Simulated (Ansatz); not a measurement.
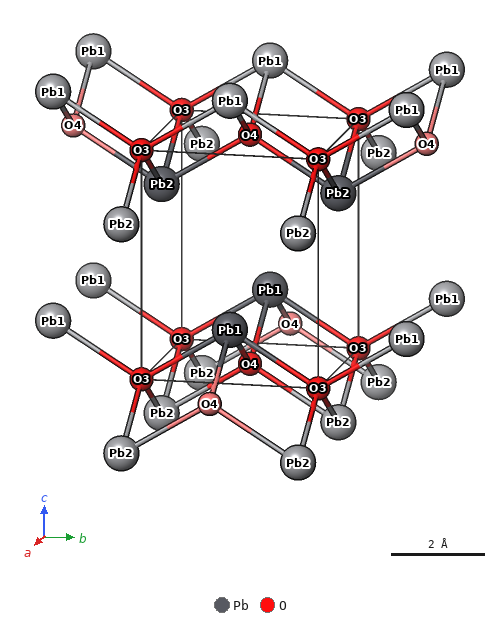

The input geometry (ball-and-stick view of the cell of the calculation, seen slightly off an axis; neighbours outside the cell are drawn fainter; atoms are numbered from 1 in the order of the input). Near neighbours in the crystal (not all of them lie inside the picture): Pb has 4 O at 2.30 Å; O has 4 Pb at 2.30 Å.

## PbO: band-structure calculation

System: PbO (P4/nmm, 4 atoms in the cell).
Method: DFT, PBE, plane waves, PAW, no spin polarisation (Ansatz 0.2.0).

The structure derives from an entry of the Crystallography Open Database. The geometry comes from this level: r2scan-rvv10 (a point of a series of strains). It belongs to a series of runs on one base structure; here: epitaxial_xy strain -1.2%. Figures and captions count atoms from 1; the log counts them from 0 in places.

Input file
```yaml
crystal:
  lattice:
    - [3.9306488567, 0.0, 0.0]
    - [0.0, 3.9306488567, 0.0]
    - [0.0, 0.0, 5.1020935436]
  atoms:
    - { symbol: Pb, position: [0.0, 0.5, 0.235727136] }
    - { symbol: Pb, position: [0.5, 0.0, 0.764272864] }
    - { symbol: O, position: [0.0, 0.0, 0.0] }
    - { symbol: O, position: [0.5, 0.5, 0.0] }
kpoints:
  mp_grid: { grid: [6, 6, 6] }
  band_path:
    path:
      - [0.0, 0.0, 0.0]
      - [0.0, 0.5, 0.0]
      - [0.5, 0.5, 0.0]
      - [0.0, 0.0, 0.5]
      - [0.0, 0.5, 0.5]
      - [0.5, 0.5, 0.5]
      - [-0.041667, -0.03125, 0.0]
    npoints: 1
hamiltonian:
  xc: pbe
scf:
  occupations: { method: fermi_dirac, width: 0.02 }
  n_extra_bands: 5
output:
  forces: true
  stress: true
  eigenvalues: true
  write_density: true
  write_potential: true
  elf: true
  volumetric_format: npy
```

Launch command:
```bash
ansatz run input.yaml --threads 4 --pin off --max-ram 5529MiB --backend cpu --events-out ev --progress --plain --runs-dir out
```

Log
```
scf.n_extra_bands = 5 over 20 filled bands (N_el = 40.0): the run solves 25 bands
Engine: ansatz 0.2.0, aarch64-unknown-linux-gnu
Pseudopotentials: kind: paw
Pseudopotential: Pb, paw, valence charge 14, recommended cutoff 420 eV (normal), Pb.paw.azcp
Pseudopotential: O, paw, valence charge 6, recommended cutoff 420 eV (normal), O.paw.azcp
Functional definition: PBE
  parameter kappa = 0.804
  parameter beta = 0.06672455060314922
  exchange = pbe_x(kappa = kappa, mu = beta*pi^2/3)
  correlation = pbe_c(beta = beta)
Crystal: 4 atoms, lattice volume = 78.827 Å³
Basis set: ecut = 420 eV, 1561 PW (Γ), exchange–correlation on 54×54×72 points (8 copies of the dense FFT grid, shifted against one another)
Bands: 25, of which v1, the nominal top of the filled ones, is band 20 counted from 1 (19 counted from 0)
Symmetry: 16 space group operations
Space group: P4/nmm (ITA 129), of the structure as read, at distance tolerance 4.3e-5 Å
k-points: 40 of 216
Non-local potential: Pb, projectors of the file, l = 0: 2, l = 1: 2, l = 2: 2, l = 3: 2
Non-local potential: O, projectors of the file, l = 0: 2, l = 1: 2, l = 2: 1
PAW form: soft (Blöchl's): semilocal exchange-correlation on the pseudo side does not see the compensation charge
PAW one-centre angular grid: Pb, 590 points (default); XC on 64 Gauss nodes
PAW one-centre angular grid: O, 110 points (default); XC on 64 Gauss nodes
Initial density: superposition of atomic densities (neutral atoms: chi_scale 0, normalization atom), corrected by the library's trained network
Initial wavefunctions: pseudopotential atomic-orbital guess
Functional: x = pbe(κ = 0.804, μ = 0.2195149727645171), c = pbe(β = 0.06672455060314922)
SCF iter   1: F=—  HF=-24947.017381 eV  |F-HF|=—  |Δ(HF+E_count)|=         —  Δρ=1.66e-3  dr2=1.77e-3  ethr=1.77e-3  ⟨swp⟩=6.8  Hψ=4689  notcnv=0
preconditioner: auto → Resta (q_TF=auto, 2.437 Å⁻¹)  ε∞=3.7  [insulator: Δε(μ)=1.136 eV  Ē_g=15.972 eV  σ=0.020 eV  W_gap=1.00  n_scr=18 (ndim 8)  ℏωp=26.5 eV  f_vac=0.038  D(μ)=0.00/eV (n_scr^D=0)  ε∞_Penn≈3.7]
SCF iter   2: F=—  HF=-24947.018634 eV  |F-HF|=—  |Δ(HF+E_count)|=   1.25e-3  Δρ=7.88e-4  dr2=2.64e-4  ethr=4.42e-6  ⟨swp⟩=2.6  Hψ=2315  notcnv=0  defer=38
SCF iter   3: F=—  HF=-24947.018803 eV  |F-HF|=—  |Δ(HF+E_count)|=   1.68e-4  Δρ=2.85e-4  dr2=4.44e-5  ethr=6.60e-7  ⟨swp⟩=2.1  Hψ=1576  notcnv=0  defer=38
SCF iter   4: F=—  HF=-24947.018782 eV  |F-HF|=—  |Δ(HF+E_count)|=   2.09e-5  Δρ=1.20e-4  dr2=8.11e-6  ethr=1.11e-7  ⟨swp⟩=2.0  Hψ=1291  notcnv=0  defer=38
SCF iter   5: F=—  HF=-24947.018785 eV  |F-HF|=—  |Δ(HF+E_count)|=   3.20e-6  Δρ=2.40e-5  dr2=5.01e-7  ethr=2.03e-8  ⟨swp⟩=2.0  Hψ=1277  notcnv=0  defer=38
SCF iter   6: F=-24947.018785 eV  HF=-24947.018785 eV  |F-HF|=5.00e-8  |Δ(HF+E_count)|=   5.26e-7  Δρ=6.77e-6  dr2=4.75e-8  ethr=2.50e-10  ⟨swp⟩=14.1  Hψ=8186  notcnv=0
SCF 1 converged in 6 iterations: F = -24947.018785 eV  dr2 = 4.75e-8
  greatest PAW one-centre occupation: 0.983 electrons in one spin orbital (limit 2), on the Pb atom at site 1 (counted from 0), in its partial waves of l = 2
```

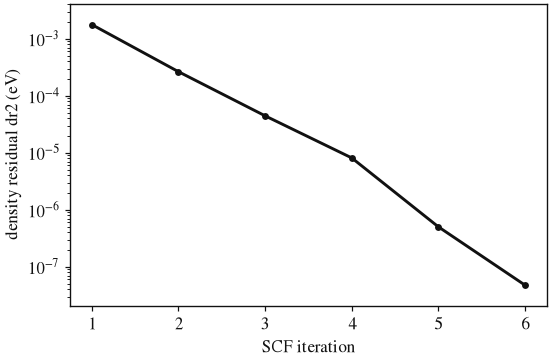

Convergence of the self-consistent field: density residual dr2 against the SCF iteration. The residual falls at every step.

```
NSCF: frozen V_eff on 7 k-points
SCF converged after 6 iterations
Free energy (F): -24947.018785 eV
Harris-Foulkes:  -24947.018785 eV  (|F-HF|=5.00e-8)
Internal energy: -24947.018785 eV  (E = F + TS)
E sigma→0 (E₀):  -24947.018785 eV
Fermi energy:    9.332267 eV
--- Per-component energies (eV) ---
  E_band       = -99.170674
  E_kinetic    = 929.970089
  E_local      = -3137.119762  (includes V_loc(G=0)·N_el)
  E_nonlocal   = 798.593167
  E_hartree    = 1253.464027
  E_xc         = -589.013591
  E_vxc        = -453.214171  (∫ρ·V_xc dr)
  E_paw        = -21129.730571  (= ΣΔE_a)
  E_vpaw       = -744.323249  (= ΣTr[D̂ρ^β])
  E_aug_tail   = 0.004837  (compensation charges beyond the density's cutoff)
  E_ewald      = -3073.186981
  E_smearing   = -0.000000  (= −TS)
  E_closure    = 0.000000  (closes the sum)
  Σ components = -24947.018785   (vs F -24947.018785, Δ=0.00e0)
--- Forces (eV/Å), atoms counted from 1 ---
  atom   1  Pb     0.00000000     0.00000000     0.38093708
  atom   2  Pb     0.00000000     0.00000000    -0.38093708
  atom   3  O      0.00000000     0.00000000    -0.00000000
  atom   4  O      0.00000000     0.00000000    -0.00000000
  max |Σ_I F_I| component: 1.11e-16 eV/Å
--- Stress (GPa, compression-positive) ---
        6.349706       0.000000       0.000000
        0.000000       6.349706       0.000000
        0.000000       0.000000       3.974504
  P = ⅓ Tr σ = 5.5580 GPa (55.580 kbar)
--- Band table (eV; the first three rows and the last of 40) ---
  k-point 0: bands = ["-9.8579", "-9.2472", "-7.3566", "-7.3566", "-7.3010", "-7.2865", "-7.1952", "-7.1219", "-7.1204", "-7.1204", "-7.1008", "-5.7424", "1.3320", "1.9854", "4.3675", "4.3675", "6.9220", "7.0422", "7.0422", "8.7668", "11.1340", "14.1423", "14.4317", "14.4317", "15.2735"]
  k-point 1: bands = ["-9.8524", "-9.2437", "-7.3458", "-7.3458", "-7.3087", "-7.2765", "-7.1901", "-7.1332", "-7.1332", "-7.1260", "-7.1060", "-5.7387", "0.7181", "2.7857", "4.4019", "4.4019", "6.9148", "7.0359", "7.0359", "8.5548", "10.9719", "13.7333", "13.7333", "14.0669", "16.0891"]
  k-point 2: bands = ["-9.8413", "-9.2367", "-7.3242", "-7.3190", "-7.3190", "-7.2541", "-7.1771", "-7.1641", "-7.1641", "-7.1364", "-7.1190", "-5.7314", "0.1579", "3.8159", "4.4736", "4.4736", "6.8999", "7.0223", "7.0223", "7.9698", "10.8459", "13.0490", "13.0490", "13.4949", "16.7781"]
  k-point 39: bands = ["-9.4542", "-9.4542", "-7.2345", "-7.2345", "-7.1831", "-7.1831", "-7.1623", "-7.1623", "-7.1332", "-7.1332", "-6.2231", "-6.2231", "0.4804", "0.4804", "4.6992", "4.6992", "6.4335", "6.4335", "7.6592", "7.6592", "12.0997", "12.0997", "13.3477", "13.3477", "14.5511"]
```

File bands.tsv
```
# k_distance	band_0	band_1	band_2	band_3	band_4	band_5	band_6	band_7	band_8	band_9	band_10	band_11	band_12	band_13	band_14	band_15	band_16	band_17	band_18	band_19	band_20	band_21	band_22	band_23	band_24
# fermi_ev = 9.332267
# lock_threshold_ev = 1e-6
# [0, 0, 0] at k_distance = 0.000000
# [0, 0.5, 0] at k_distance = 0.799255
# [0.5, 0.5, 0] at k_distance = 1.598511
# [0, 0, 0.5] at k_distance = 2.885663
# [0, 0.5, 0.5] at k_distance = 3.684919
# [0.5, 0.5, 0.5] at k_distance = 4.484174
# [-0.041667, -0.03125, 0] at k_distance = 5.844326
# levels_relative_to = fermi_ev
# free_energy_ev = -24947.018785
# largest_residual_norms_ev = 6.161e-4 5.106e-4 2.331e-4 2.656e-4 2.576e-4 2.825e-4 2.842e-4 2.818e-4 2.243e-4 2.839e-4 4.245e-4 4.828e-4 6.518e-4 1.229e-3 1.417e-3 1.615e-3 1.308e-3 1.569e-3 1.751e-3 1.855e-3 1.929e-3 1.910e-3 2.174e-3 2.725e-3 2.905e-3
0.000000	-19.190167	-18.579479	-16.688883	-16.688883	-16.633271	-16.618802	-16.527442	-16.454208	-16.452634	-16.452634	-16.433051	-15.074623	-8.000305	-7.346895	-4.964808	-4.964808	-2.410269	-2.290033	-2.290033	-0.565481	1.801779	4.810011	5.099410	5.099410	5.941239
0.799255	-18.816281	-18.816281	-16.599300	-16.599300	-16.597430	-16.597430	-16.481864	-16.481864	-16.479659	-16.479659	-15.778448	-15.778448	-7.889927	-7.889927	-3.962032	-3.962032	-3.672434	-3.672434	-2.388436	-2.388436	2.728917	2.728917	6.000661	6.000661	6.176303
1.598511	-18.788471	-18.788471	-16.604806	-16.604806	-16.494754	-16.494754	-16.436098	-16.436098	-16.422807	-16.422807	-15.673144	-15.673144	-8.918636	-8.918636	-4.217752	-4.217752	-2.383082	-2.383082	-1.671641	-1.671641	0.575080	0.575080	4.600862	4.600862	7.093780
2.885663	-19.168006	-18.565417	-16.664203	-16.632770	-16.632770	-16.572985	-16.516910	-16.516910	-16.499971	-16.475908	-16.460802	-15.060007	-9.373565	-4.992403	-4.821858	-4.821858	-2.440259	-2.317501	-2.317501	-1.764931	1.524723	3.466900	3.466900	3.833032	8.080492
3.684919	-18.825703	-18.825703	-16.649975	-16.649975	-16.590772	-16.590772	-16.456881	-16.456881	-16.430438	-16.430438	-15.764923	-15.764923	-8.007332	-8.007332	-4.381137	-4.381137	-3.645063	-3.645063	-1.712692	-1.712692	2.398829	2.398829	5.831679	5.831679	6.781540
4.484174	-18.786462	-18.786462	-16.566728	-16.566728	-16.515389	-16.515389	-16.494600	-16.494600	-16.465448	-16.465448	-15.555338	-15.555338	-8.851842	-8.851842	-4.633065	-4.633065	-2.898734	-2.898734	-1.673104	-1.673104	2.767389	2.767389	4.015391	4.015391	5.218825
5.844326	-19.183729	-18.581826	-16.688856	-16.686172	-16.631534	-16.616658	-16.528486	-16.461166	-16.452303	-16.439914	-16.434292	-15.081014	-8.010030	-7.343063	-4.973286	-4.933916	-2.475040	-2.365097	-2.248717	-0.564789	1.886374	4.698842	4.956510	5.157519	5.813235
```

File rho_z.tsv
```
# z_ang	rho[e/angstrom^3]
# format = ansatz-planar-average/11
# lattice	3.930648857	0.000000000	0.000000000
# lattice	0.000000000	3.930648857	0.000000000
# lattice	0.000000000	0.000000000	5.102093544
# sites	4
# site	82	0.000000000	1.965324428	1.202701899
# site	82	1.965324428	0.000000000	3.899391645
# site	8	0.000000000	0.000000000	0.000000000
# site	8	1.965324428	1.965324428	0.000000000
0.000000	9.701230e-1
0.141725	9.172934e-1
0.283450	7.821151e-1
0.425174	6.322907e-1
0.566899	5.450912e-1
0.708624	5.477599e-1
0.850349	6.126785e-1
0.992074	6.955870e-1
1.133799	7.485258e-1
1.275523	7.353488e-1
1.417248	6.528075e-1
1.558973	5.277446e-1
1.700698	3.950651e-1
1.842423	2.801833e-1
1.984147	1.954158e-1
2.125872	1.404241e-1
2.267597	1.077380e-1
2.409322	9.031118e-2
2.551047	8.488904e-2
2.692772	9.031118e-2
2.834496	1.077380e-1
2.976221	1.404241e-1
3.117946	1.954158e-1
3.259671	2.801833e-1
3.401396	3.950651e-1
3.543121	5.277446e-1
3.684845	6.528075e-1
3.826570	7.353488e-1
3.968295	7.485258e-1
4.110020	6.955870e-1
4.251745	6.126785e-1
4.393469	5.477599e-1
4.535194	5.450912e-1
4.676919	6.322907e-1
4.818644	7.821151e-1
4.960369	9.172934e-1
```

File v_z.tsv
```
# z_ang	v_es[eV]	v_tot[eV]
# format = ansatz-planar-average/11
# xc	pbe
# density_cutoff_ev	1680
# datasets	Pb=:simpson_from_first_knot:soft	O=:simpson_from_first_knot:soft
# lattice	3.930648857	0.000000000	0.000000000
# lattice	0.000000000	3.930648857	0.000000000
# lattice	0.000000000	0.000000000	5.102093544
# sites	4
# site	82	0.000000000	1.965324428	1.202701899
# site	82	1.965324428	0.000000000	3.899391645
# site	8	0.000000000	0.000000000	0.000000000
# site	8	1.965324428	1.965324428	0.000000000
0.000000	2.339465e0	-1.015461e1
0.141725	2.572983e0	-9.846909e0
0.283450	2.954211e0	-9.247182e0
0.425174	3.165048e0	-8.697020e0
0.566899	3.515261e0	-7.956060e0
0.708624	3.663447e0	-7.463709e0
0.850349	3.167474e0	-7.699605e0
0.992074	2.764274e0	-7.879555e0
1.133799	2.554238e0	-7.844131e0
1.275523	2.490117e0	-7.620552e0
1.417248	2.624615e0	-7.141909e0
1.558973	3.070815e0	-6.259968e0
1.700698	3.964649e0	-4.847182e0
1.842423	5.377786e0	-2.890929e0
1.984147	7.169264e0	-6.143632e-1
2.125872	8.897721e0	1.504497e0
2.267597	1.004269e1	2.941996e0
2.409322	1.053974e1	3.610769e0
2.551047	1.067639e1	3.801522e0
2.692772	1.053974e1	3.610769e0
2.834496	1.004269e1	2.941996e0
2.976221	8.897721e0	1.504497e0
3.117946	7.169264e0	-6.143632e-1
3.259671	5.377786e0	-2.890929e0
3.401396	3.964649e0	-4.847182e0
3.543121	3.070815e0	-6.259968e0
3.684845	2.624615e0	-7.141909e0
3.826570	2.490117e0	-7.620552e0
3.968295	2.554238e0	-7.844131e0
4.110020	2.764274e0	-7.879555e0
4.251745	3.167474e0	-7.699605e0
4.393469	3.663447e0	-7.463709e0
4.535194	3.515261e0	-7.956060e0
4.676919	3.165048e0	-8.697020e0
4.818644	2.954211e0	-9.247182e0
4.960369	2.572983e0	-9.846909e0
```

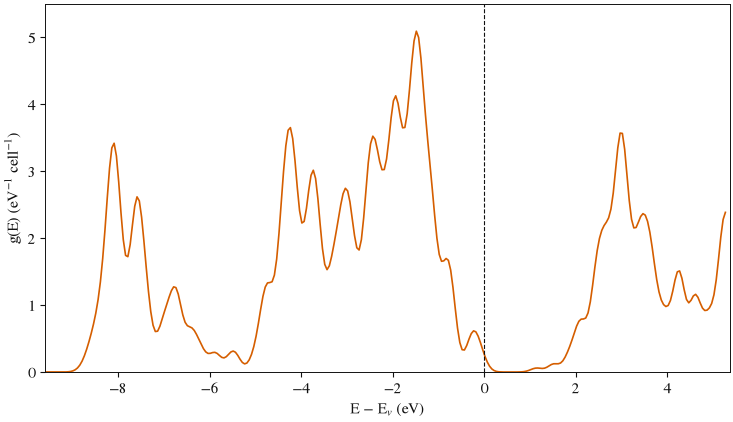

Density of states (the curve is built from the levels of the k mesh with Gaussians 0.3 eV wide, which also blur the band edges), with energies from the valence-band top. There is a gap of 1.14 eV on the k-point mesh. Small ripples come from the finite k-point mesh.

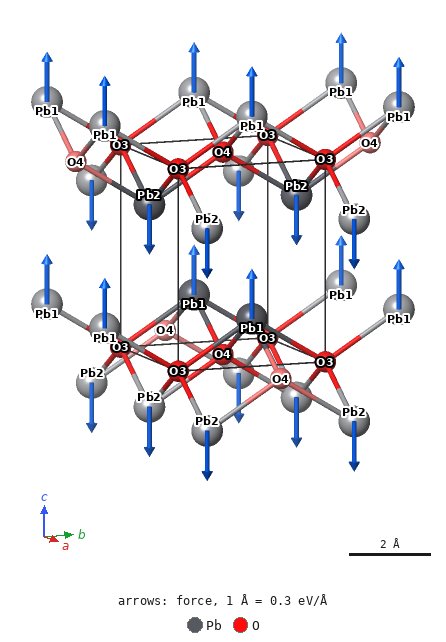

Forces on the atoms as blue arrows (ball-and-stick view of the cell of the calculation, seen slightly off an axis; neighbours outside the cell are drawn fainter; atoms are numbered from 1 in the order of the input). The largest act on Pb1, Pb2 (0.38 eV/Å). The geometry is not a stationary point of this energy.

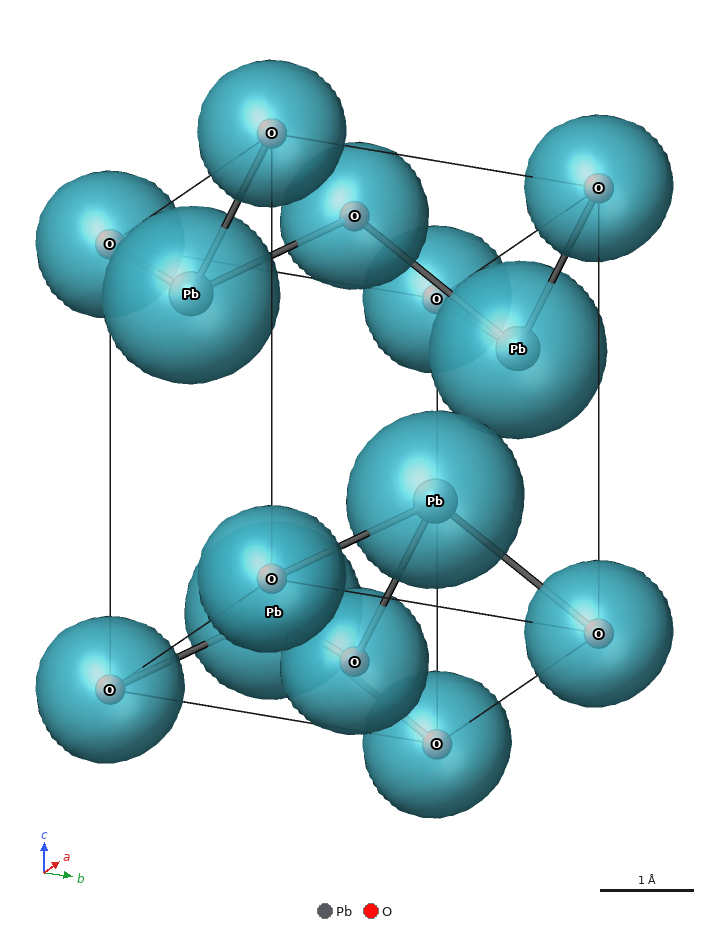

Isosurface of the valence pseudo-density at 0.8 e/Å³ (cyan), seen at an oblique angle. Sticks mark near contacts. The outline is the cell set on symmetry axes. At this value the density breaks into separate islands; it holds about 70 % of the electrons treated as valence (semicore included). It is pinched off along the Pb–O (2.30 Å) contacts. On the grid the lowest density along these lines, outside the cores, is 0.46 e/Å³ (Pb–O, 2.30 Å). In a PAW calculation such maps are meaningful between the atoms, not at the nuclei.

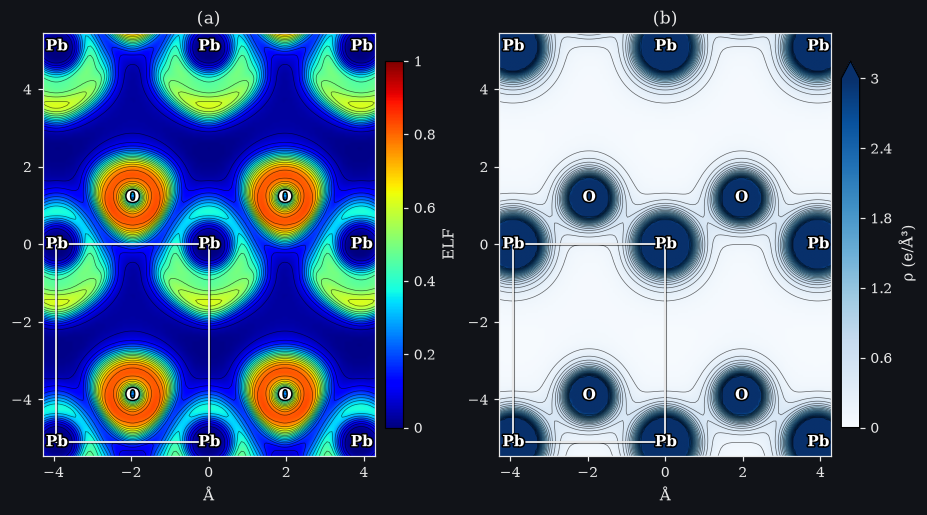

(a) electron localisation function; (b) valence charge density (pseudo) on the (100) plane of the conventional cell. Atoms in the plane: Pb and O. Pb–O (2.30 Å): ρ at the midpoint is about 0.47 e/Å³; the ELF peaks at about 0.85 in the valence shell of O, 0.6 Å from its nucleus, and drops to about 0.20 between the two atoms. Away from the nuclei the density in this plane falls to 0.01 e/Å³ at its lowest.

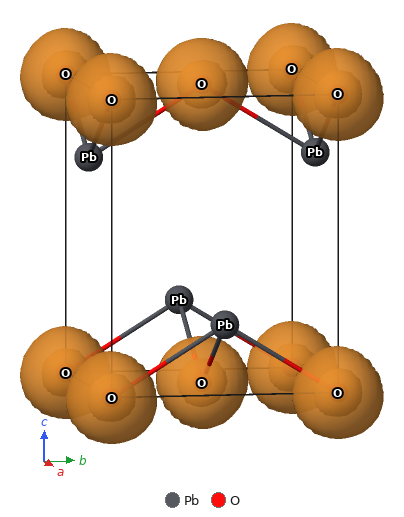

Isosurface of the electron localisation function at 0.75 (orange), seen slightly off an axis. Core shells and regions of very low density are left out. Sticks mark near contacts. The outline is the cell set on symmetry axes. Along the contacts the grid gives the following. Pb–O (2.30 Å): the ELF peaks at about 0.85 in the valence shell of O, 0.6 Å from its nucleus, and drops to about 0.20 between the two atoms.

Key numbers

- outcome: converged
- space group (tolerance 0.01 Å): P4/nmm (129)
- electrons treated: 40
- free energy: −24947.0188 eV
- Fermi energy: 9.332 eV
- gap on the k-point mesh: 1.14 eV
- pressure: 5.56 GPa
- largest force (length of the vector): 0.381 eV/Å
- hardware: 4 threads of Arm Neoverse V2, 24 GiB of memory available, shared host
- wall time: 1.5 s (CPU time 5.2 s)
- peak memory: 0.39 GiB

Spin–orbit coupling is left out, which matters for Pb. The cell is under a pressure of 5.6 GPa at this level, so it is not at its equilibrium volume.
